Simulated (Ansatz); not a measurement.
## Run report: Si₈O₁₅, nudged elastic band (part 2 of 3)

Continued. System: Si₈O₁₅ (defect cell, 23 atoms in the cell). Method: DFT PBE-D3(BJ), scalar-relativistic, plane waves, PAW, PAW set soft_1, no spin polarisation (Ansatz 0.2.0); cutoff 420 eV, 2×2×2 k-mesh, Fermi–Dirac smearing of 0.05 eV. The structure derives from an entry of the Crystallography Open Database. It belongs to a series of runs on one base structure; here: band between the two ends.

Geometry of the input (Å; fractional positions):
```
0.0000  5.0462  4.4946
4.0970  0.0000  4.4946
4.0970  5.0462  0.0000
Si 0.1994  0.0469  0.9510
Si 0.3125  0.4512  0.0367
Si 0.7977  0.9462  0.0504
Si 0.1989  0.0520  0.4493
O  0.4018  0.5168  0.2173
O  0.2662  0.1520  0.6156
O  0.3611  0.7153  0.5210
O  0.4673  0.1135  0.1489
O  0.0957  0.9815  0.2855
O  0.2322  0.3442  0.8843
O  0.1342  0.7852  0.9819
O  0.0395  0.3827  0.3445
Si 0.6978  0.5436  0.4672
Si 0.7981  0.9485  0.5497
Si 0.2970  0.4499  0.5523
Si 0.6980  0.5477  0.9579
O  0.8973  0.0207  0.7153
O  0.7651  0.6501  0.1199
O  0.8614  0.2142  0.0160
O  0.9605  0.6136  0.6560
O  0.7318  0.8463  0.3866
O  0.6327  0.2829  0.4867
O  0.5335  0.8754  0.8465
```

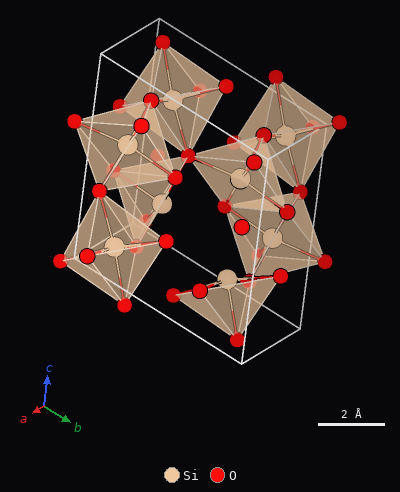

Fig. 1: The structure as given in the input (polyhedral view of the reduced cell, seen slightly off an axis; polyhedra are completed across the faces of the cell). An atom can appear more than once, as a periodic image.

Output, continued
```
NEB image 2, as the band closes
preconditioner: auto → Kerker (q_TF=auto, 2.543 Å⁻¹)  [metal: Δε(μ)=0.039 eV  Ē_g=17.770 eV  σ=0.050 eV  W_gap=0.19  n_scr=60 (ndim 8)  ℏωp=30.1 eV  f_vac=0.000  D(μ)=3.50/eV (n_scr^D=14)]
NEB point 1 about image 2
preconditioner: auto → Resta (q_TF=auto, 2.543 Å⁻¹)  ε∞=3.9  [insulator: Δε(μ)=0.127 eV  Ē_g=17.771 eV  σ=0.050 eV  W_gap=0.56  n_scr=60 (ndim 8)  ℏωp=30.1 eV  f_vac=0.000  D(μ)=2.33/eV (n_scr^D=12)  ε∞_Penn≈3.9]
NEB point 2 about image 2
preconditioner: auto → Resta (q_TF=auto, 2.543 Å⁻¹)  ε∞=3.9  [insulator: Δε(μ)=0.129 eV  Ē_g=17.772 eV  σ=0.050 eV  W_gap=0.57  n_scr=60 (ndim 8)  ℏωp=30.1 eV  f_vac=0.000  D(μ)=2.30/eV (n_scr^D=12)  ε∞_Penn≈3.9]
NEB point 3 about image 2
preconditioner: auto → Kerker (q_TF=auto, 2.543 Å⁻¹)  [metal: Δε(μ)=0.086 eV  Ē_g=17.735 eV  σ=0.050 eV  W_gap=0.40  n_scr=60 (ndim 8)  ℏωp=30.1 eV  f_vac=0.000  D(μ)=3.12/eV (n_scr^D=14)]
NEB point 4 about image 2
preconditioner: auto → Kerker (q_TF=auto, 2.543 Å⁻¹)  [metal: Δε(μ)=0.043 eV  Ē_g=17.749 eV  σ=0.050 eV  W_gap=0.21  n_scr=60 (ndim 8)  ℏωp=30.1 eV  f_vac=0.000  D(μ)=3.18/eV (n_scr^D=14)]
NEB point 5 about image 2
preconditioner: auto → Kerker (q_TF=auto, 2.543 Å⁻¹)  [metal: Δε(μ)=0.059 eV  Ē_g=17.771 eV  σ=0.050 eV  W_gap=0.29  n_scr=60 (ndim 8)  ℏωp=30.1 eV  f_vac=0.000  D(μ)=3.01/eV (n_scr^D=14)]
NEB point 6 about image 2
preconditioner: auto → Resta (q_TF=auto, 2.543 Å⁻¹)  ε∞=3.9  [insulator: Δε(μ)=0.184 eV  Ē_g=17.755 eV  σ=0.050 eV  W_gap=0.72  n_scr=60 (ndim 8)  ℏωp=30.1 eV  f_vac=0.000  D(μ)=1.53/eV (n_scr^D=8)  ε∞_Penn≈3.9]
NEB point 7 about image 2
preconditioner: auto → Resta (q_TF=auto, 2.543 Å⁻¹)  ε∞=3.9  [insulator: Δε(μ)=0.145 eV  Ē_g=17.747 eV  σ=0.050 eV  W_gap=0.62  n_scr=60 (ndim 8)  ℏωp=30.1 eV  f_vac=0.000  D(μ)=1.99/eV (n_scr^D=10)  ε∞_Penn≈3.9]
NEB point 8 about image 2
preconditioner: auto → Kerker (q_TF=auto, 2.543 Å⁻¹)  [metal: Δε(μ)=0.084 eV  Ē_g=17.764 eV  σ=0.050 eV  W_gap=0.40  n_scr=60 (ndim 8)  ℏωp=30.1 eV  f_vac=0.000  D(μ)=3.15/eV (n_scr^D=14)]
NEB point 9 about image 2
preconditioner: auto → Kerker (q_TF=auto, 2.543 Å⁻¹)  [metal: Δε(μ)=0.100 eV  Ē_g=17.779 eV  σ=0.050 eV  W_gap=0.46  n_scr=60 (ndim 8)  ℏωp=30.1 eV  f_vac=0.000  D(μ)=2.56/eV (n_scr^D=14)]
NEB point 10 about image 2
preconditioner: auto → Kerker (q_TF=auto, 2.543 Å⁻¹)  [metal: Δε(μ)=0.072 eV  Ē_g=17.774 eV  σ=0.050 eV  W_gap=0.34  n_scr=60 (ndim 8)  ℏωp=30.1 eV  f_vac=0.000  D(μ)=3.10/eV (n_scr^D=14)]
NEB point 11 about image 2
preconditioner: auto → Kerker (q_TF=auto, 2.543 Å⁻¹)  [metal: Δε(μ)=0.057 eV  Ē_g=17.743 eV  σ=0.050 eV  W_gap=0.27  n_scr=60 (ndim 8)  ℏωp=30.1 eV  f_vac=0.000  D(μ)=3.43/eV (n_scr^D=14)]
NEB point 12 about image 2
preconditioner: auto → Kerker (q_TF=auto, 2.543 Å⁻¹)  [metal: Δε(μ)=0.063 eV  Ē_g=17.762 eV  σ=0.050 eV  W_gap=0.31  n_scr=60 (ndim 8)  ℏωp=30.1 eV  f_vac=0.000  D(μ)=3.19/eV (n_scr^D=14)]
NEB point 13 about image 2
preconditioner: auto → Kerker (q_TF=auto, 2.543 Å⁻¹)  [metal: Δε(μ)=0.046 eV  Ē_g=17.778 eV  σ=0.050 eV  W_gap=0.22  n_scr=60 (ndim 8)  ℏωp=30.1 eV  f_vac=0.000  D(μ)=3.36/eV (n_scr^D=14)]
NEB point 14 about image 2
preconditioner: auto → Kerker (q_TF=auto, 2.543 Å⁻¹)  [metal: Δε(μ)=0.025 eV  Ē_g=17.767 eV  σ=0.050 eV  W_gap=0.12  n_scr=60 (ndim 8)  ℏωp=30.1 eV  f_vac=0.000  D(μ)=3.56/eV (n_scr^D=14)]
NEB point 15 about image 2
preconditioner: auto → Kerker (q_TF=auto, 2.543 Å⁻¹)  [metal: Δε(μ)=0.089 eV  Ē_g=17.763 eV  σ=0.050 eV  W_gap=0.42  n_scr=60 (ndim 8)  ℏωp=30.1 eV  f_vac=0.000  D(μ)=2.93/eV (n_scr^D=14)]
  greatest PAW one-centre occupation: 0.877 electrons in one spin orbital (limit 2), on the O atom at site 4 (counted from 0), in its partial waves of l = 0
NEB point 16 about image 2
preconditioner: auto → Kerker (q_TF=auto, 2.543 Å⁻¹)  [metal: Δε(μ)=0.044 eV  Ē_g=17.786 eV  σ=0.050 eV  W_gap=0.22  n_scr=60 (ndim 8)  ℏωp=30.1 eV  f_vac=0.000  D(μ)=3.53/eV (n_scr^D=14)]
NEB point 17 about image 2
preconditioner: auto → Kerker (q_TF=auto, 2.543 Å⁻¹)  [metal: Δε(μ)=0.045 eV  Ē_g=17.768 eV  σ=0.050 eV  W_gap=0.22  n_scr=60 (ndim 8)  ℏωp=30.1 eV  f_vac=0.000  D(μ)=3.45/eV (n_scr^D=14)]
NEB point 18 about image 2
preconditioner: auto → Kerker (q_TF=auto, 2.543 Å⁻¹)  [metal: Δε(μ)=0.030 eV  Ē_g=17.776 eV  σ=0.050 eV  W_gap=0.15  n_scr=60 (ndim 8)  ℏωp=30.1 eV  f_vac=0.000  D(μ)=3.61/eV (n_scr^D=18)]
NEB point between images 0 and 1
preconditioner: auto → Resta (q_TF=auto, 2.543 Å⁻¹)  ε∞=3.9  [insulator: Δε(μ)=3.149 eV  Ē_g=17.791 eV  σ=0.050 eV  W_gap=1.00  n_scr=60 (ndim 8)  ℏωp=30.1 eV  f_vac=0.000  D(μ)=0.00/eV (n_scr^D=0)  ε∞_Penn≈3.9]
  greatest PAW one-centre occupation: 0.863 electrons in one spin orbital (limit 2), on the O atom at site 4 (counted from 0), in its partial waves of l = 0
NEB point between images 1 and 2
preconditioner: auto → Resta (q_TF=auto, 2.543 Å⁻¹)  ε∞=3.9  [insulator: Δε(μ)=0.555 eV  Ē_g=17.740 eV  σ=0.050 eV  W_gap=0.99  n_scr=60 (ndim 8)  ℏωp=30.1 eV  f_vac=0.000  D(μ)=0.06/eV (n_scr^D=0)  ε∞_Penn≈3.9]
  greatest PAW one-centre occupation: 0.874 electrons in one spin orbital (limit 2), on the O atom at site 4 (counted from 0), in its partial waves of l = 0
NEB point between images 2 and 3
preconditioner: auto → Resta (q_TF=auto, 2.543 Å⁻¹)  ε∞=3.9  [insulator: Δε(μ)=1.703 eV  Ē_g=17.751 eV  σ=0.050 eV  W_gap=1.00  n_scr=60 (ndim 8)  ℏωp=30.1 eV  f_vac=0.000  D(μ)=0.00/eV (n_scr^D=0)  ε∞_Penn≈3.9]
NEB point between images 3 and 4
preconditioner: auto → Resta (q_TF=auto, 2.543 Å⁻¹)  ε∞=3.9  [insulator: Δε(μ)=3.145 eV  Ē_g=17.793 eV  σ=0.050 eV  W_gap=1.00  n_scr=60 (ndim 8)  ℏωp=30.1 eV  f_vac=0.000  D(μ)=0.00/eV (n_scr^D=0)  ε∞_Penn≈3.9]
NEB point between images 0 and 1
preconditioner: auto → Resta (q_TF=auto, 2.543 Å⁻¹)  ε∞=3.8  [insulator: Δε(μ)=3.218 eV  Ē_g=17.826 eV  σ=0.050 eV  W_gap=1.00  n_scr=60 (ndim 8)  ℏωp=30.1 eV  f_vac=0.000  D(μ)=0.00/eV (n_scr^D=0)  ε∞_Penn≈3.8]
NEB point between images 0 and 1
preconditioner: auto → Resta (q_TF=auto, 2.543 Å⁻¹)  ε∞=3.9  [insulator: Δε(μ)=2.879 eV  Ē_g=17.761 eV  σ=0.050 eV  W_gap=1.00  n_scr=60 (ndim 8)  ℏωp=30.1 eV  f_vac=0.000  D(μ)=0.00/eV (n_scr^D=0)  ε∞_Penn≈3.9]
  greatest PAW one-centre occupation: 0.865 electrons in one spin orbital (limit 2), on the O atom at site 4 (counted from 0), in its partial waves of l = 0
NEB point between images 1 and 2
preconditioner: auto → Resta (q_TF=auto, 2.543 Å⁻¹)  ε∞=3.9  [insulator: Δε(μ)=1.528 eV  Ē_g=17.738 eV  σ=0.050 eV  W_gap=1.00  n_scr=60 (ndim 8)  ℏωp=30.1 eV  f_vac=0.000  D(μ)=0.00/eV (n_scr^D=0)  ε∞_Penn≈3.9]
NEB point between images 1 and 2
preconditioner: auto → Resta (q_TF=auto, 2.543 Å⁻¹)  ε∞=3.9  [insulator: Δε(μ)=0.214 eV  Ē_g=17.767 eV  σ=0.050 eV  W_gap=0.79  n_scr=60 (ndim 8)  ℏωp=30.1 eV  f_vac=0.000  D(μ)=1.16/eV (n_scr^D=0)  ε∞_Penn≈3.9]
NEB point between images 2 and 3
preconditioner: auto → Resta (q_TF=auto, 2.543 Å⁻¹)  ε∞=3.9  [insulator: Δε(μ)=0.760 eV  Ē_g=17.751 eV  σ=0.050 eV  W_gap=1.00  n_scr=60 (ndim 8)  ℏωp=30.1 eV  f_vac=0.000  D(μ)=0.01/eV (n_scr^D=0)  ε∞_Penn≈3.9]
NEB point between images 2 and 3
preconditioner: auto → Resta (q_TF=auto, 2.543 Å⁻¹)  ε∞=3.9  [insulator: Δε(μ)=2.644 eV  Ē_g=17.760 eV  σ=0.050 eV  W_gap=1.00  n_scr=60 (ndim 8)  ℏωp=30.1 eV  f_vac=0.000  D(μ)=0.00/eV (n_scr^D=0)  ε∞_Penn≈3.9]
NEB point between images 3 and 4
preconditioner: auto → Resta (q_TF=auto, 2.543 Å⁻¹)  ε∞=3.9  [insulator: Δε(μ)=2.889 eV  Ē_g=17.762 eV  σ=0.050 eV  W_gap=1.00  n_scr=60 (ndim 8)  ℏωp=30.1 eV  f_vac=0.000  D(μ)=0.00/eV (n_scr^D=0)  ε∞_Penn≈3.9]
NEB point between images 3 and 4
preconditioner: auto → Resta (q_TF=auto, 2.543 Å⁻¹)  ε∞=3.8  [insulator: Δε(μ)=3.211 eV  Ē_g=17.828 eV  σ=0.050 eV  W_gap=1.00  n_scr=60 (ndim 8)  ℏωp=30.1 eV  f_vac=0.000  D(μ)=0.00/eV (n_scr^D=0)  ε∞_Penn≈3.8]
NEB iter  10: max|band force component| = 2.583e-2 eV/Å  barrier→ = 4.1512 eV  barrier← = 4.1509 eV  CI = image 2  Δτ_max = 0.0000 Å  (331 SCF iters)
```

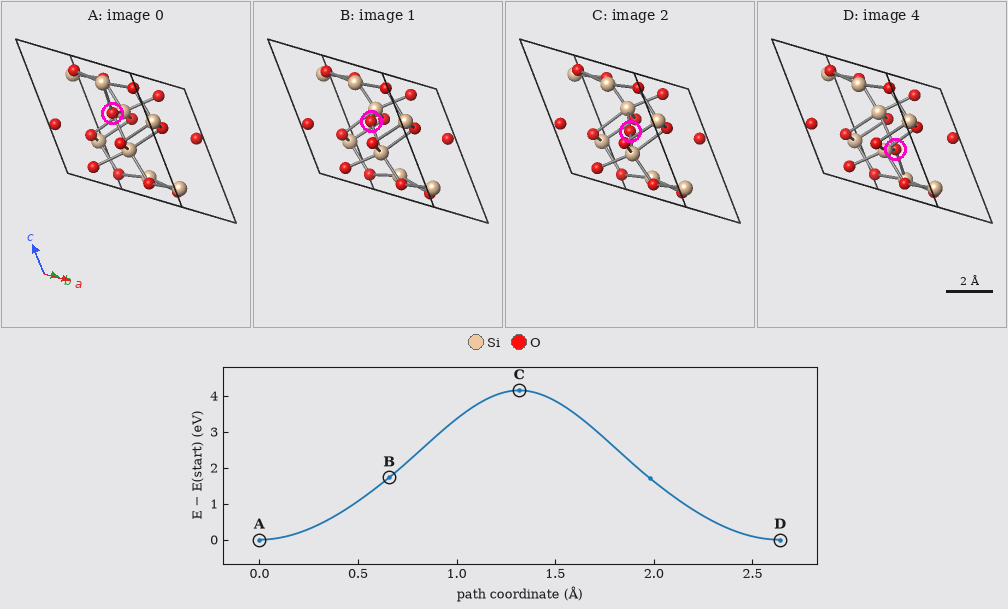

Fig. 2: Images of the last band (counted from 0; ball-and-stick, reduced simulation cell, seen at an oblique angle), with the moving atom and its periodic copies ringed, above the energy along the path; the line is a cubic interpolation that uses the forces. The highest image is number 2, 4.151 eV above the start and 4.151 eV above the end (the climbing image); start and end have the same energy. The path is 2.64 Å long, and O5 moves most (2.38 Å). The band converged in 10 iterations.

```
Free energy (F): -13616.974802 eV
Harris-Foulkes:  -13616.974802 eV  (|F-HF|=2.93e-8)
Internal energy: -13616.947053 eV  (E = F + TS)
E sigma→0 (E₀):  -13616.960927 eV
Entropy (-TS):   -0.027749 eV (-1.206 meV/atom)
Fermi energy:    13.487267 eV
--- Per-component energies (eV) ---
  E_band       = 220.420830
  E_kinetic    = 2978.178996
  E_local      = -4829.592493  (includes V_loc(G=0)·N_el)
  E_nonlocal   = 952.835219
  E_hartree    = 1795.240289
  E_xc         = -1549.224739
  E_vxc        = -1787.196993  (∫ρ·V_xc dr)
  E_paw        = -6549.583780  (= ΣΔE_a)
  E_vpaw       = -684.295016  (= ΣTr[D̂ρ^β])
  E_aug_tail   = 0.012181  (compensation charges beyond the density's cutoff)
  E_ewald      = -6409.321635
  E_disp       = -5.491091  (pairwise vdW)
  E_smearing   = -0.027749  (= −TS)
  E_closure    = 0.000000  (closes the sum)
  Σ components = -13616.974802   (vs F -13616.974802, Δ=0.00e0)
--- Forces (eV/Å), atoms counted from 1 ---
  atom   1  Si    -0.00694743    -0.00470845    -0.01003798
  atom   2  Si    -0.01135151    -0.00739127    -0.00934819
  atom   3  Si     0.00460368     0.00061353     0.00622380
  atom   4  Si     0.00553420     0.00242161    -0.00391730
  atom   5  O     -0.00462957     0.01625072    -0.00826920
  atom   6  O     -0.00194499     0.00368949     0.00195070
  atom   7  O     -0.00058680    -0.00001387     0.00158469
  atom   8  O     -0.00063861    -0.00401879    -0.00276462
  atom   9  O     -0.00084177     0.00210441     0.00157936
  atom  10  O      0.00060960    -0.00230413     0.00836178
  atom  11  O      0.00117054    -0.00111330     0.00181542
  atom  12  O      0.00431251     0.00446005     0.00788127
[...]
  atom  13  Si    -0.00184153    -0.00355186    -0.00024861
  atom  14  Si    -0.00598778    -0.00696638     0.00821784
  atom  15  Si     0.00689762    -0.00340771    -0.00282193
  atom  16  Si     0.02243764    -0.02594643     0.01153203
  atom  17  O     -0.00064463    -0.00154802    -0.00157163
  atom  18  O     -0.00755484     0.00707862    -0.00176303
  atom  19  O     -0.00042523     0.00104036     0.00173681
  atom  20  O     -0.00220787     0.00489865    -0.00278854
  atom  21  O      0.00227888     0.00210450    -0.00380836
  atom  22  O     -0.00116922     0.00156217    -0.00101422
  atom  23  O     -0.00111320     0.01475965    -0.00251462
  max |Σ_I F_I| component: 4.03e-5 eV/Å
--- Band table (eV; the first three rows and the last of 8) ---
  k-point 0: bands = ["-12.2504", "-10.0843", "-10.0510", "-9.9633", "-9.7307", "-9.6254", "-9.2639", "-8.9695", "-8.9462", "-8.8829", "-8.8162", "-8.8007", "-8.2892", "-7.9194", "-7.9121", "-0.2971", "0.3859", "0.8211", "0.9762", "1.2537", "1.4565", "1.5656", "2.1770", "2.7113", "2.8402", "3.1868", "3.5333", "3.5500", "3.7185", "4.0288", "4.2111", "4.5142", "4.5492", "4.6634", "4.7276", "5.0396", "5.2792", "5.6972", "5.7111", "6.0702", "6.1018", "6.3725", "6.4057", "6.7348", "6.7619", "6.9609", "7.0910", "7.1362", "7.1547", "7.3714", "7.5902", "7.8749", "8.3346", "8.4172", "8.6253", "8.6424", "8.7588", "8.9754", "9.3706", "9.8707", "12.2476", "14.0330", "16.1125", "16.9732", "17.5722", "18.1056", "18.1548", "18.4539", "18.5424", "19.0224", "19.2494", "19.5990", "20.1514", "20.3680", "20.6130", "20.7139", "21.1592", "21.2069", "21.5215", "21.9979", "22.0589", "22.0657", "22.2068", "22.3089"]
  k-point 1: bands = ["-11.6528", "-11.3236", "-10.2705", "-10.0085", "-9.7462", "-9.5903", "-9.1173", "-9.0002", "-8.8720", "-8.6878", "-8.4733", "-8.3471", "-8.3020", "-8.1070", "-7.8072", "0.0300", "0.0900", "0.2047", "0.8848", "1.0525", "1.5839", "2.1527", "2.2691", "2.6274", "2.9506", "3.0063", "3.1864", "3.4012", "3.7823", "4.1144", "4.2544", "4.3939", "4.4724", "4.6505", "4.8003", "5.1982", "5.5935", "5.6792", "5.6982", "5.9314", "6.1048", "6.2849", "6.5068", "6.5951", "6.5984", "6.6998", "7.0846", "7.3103", "7.3511", "7.6190", "7.7397", "7.8730", "8.1740", "8.2977", "8.4793", "8.7966", "8.8699", "9.1277", "9.1977", "9.7604", "13.2421", "13.5007", "16.3576", "17.3030", "17.8655", "17.8893", "18.3761", "18.3862", "18.5780", "19.2157", "19.2355", "19.5275", "19.9023", "20.0070", "20.4485", "20.7312", "20.7910", "21.0349", "21.4770", "21.5024", "21.6335", "22.0092", "22.1885", "22.3129"]
  k-point 2: bands = ["-11.5105", "-11.3645", "-10.3082", "-10.2484", "-9.8010", "-9.6179", "-9.1608", "-8.8773", "-8.8525", "-8.7558", "-8.2994", "-8.2841", "-8.2003", "-8.0169", "-7.9401", "-0.3706", "0.3303", "0.4878", "0.7442", "1.2107", "1.4245", "2.0538", "2.3082", "2.3772", "2.4583", "2.6837", "3.3923", "3.6048", "3.6123", "4.0613", "4.2095", "4.5434", "4.8646", "5.0309", "5.1822", "5.4182", "5.4522", "5.6384", "5.8026", "6.0038", "6.2513", "6.3239", "6.4455", "6.5309", "6.5900", "6.8986", "6.9438", "7.0672", "7.3611", "7.3861", "7.7678", "7.8510", "8.1155", "8.4100", "8.4372", "8.8062", "8.9610", "8.9927", "9.2550", "9.4312", "12.7928", "14.3024", "16.6282", "16.9870", "17.2589", "18.2634", "18.5010", "18.7469", "18.8718", "18.9243", "19.1857", "19.3189", "19.5866", "19.9019", "19.9296", "20.7285", "20.7453", "21.0636", "21.2819", "21.7239", "21.8969", "21.9335", "22.1996", "22.4351"]
```
